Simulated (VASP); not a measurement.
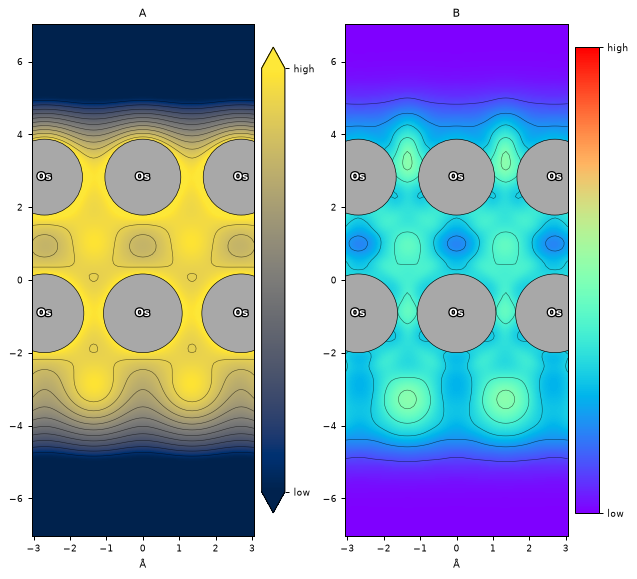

Os (slab): 2 fields on the (100) plane of the calculation cell, a cut from vacuum to vacuum, with unlabelled colour scales. Grey discs cover the atomic cores.

Not relaxed (largest force 1.6 eV/Å).

Level of theory: Kohn-Sham DFT of a periodic cell, PBEsol, VASP PAW PBE potentials, recommended in VASP 6.6.1.

> Which field does each panel show? The fields are: electron localisation function and valence pseudo-density.

Panel A: valence pseudo-density. Panel B: electron localisation function. From the grid: Os–Os (2.70 Å): ρ at the midpoint is about 0.45 e/Å³; the ELF is about 0.45 at the midpoint.
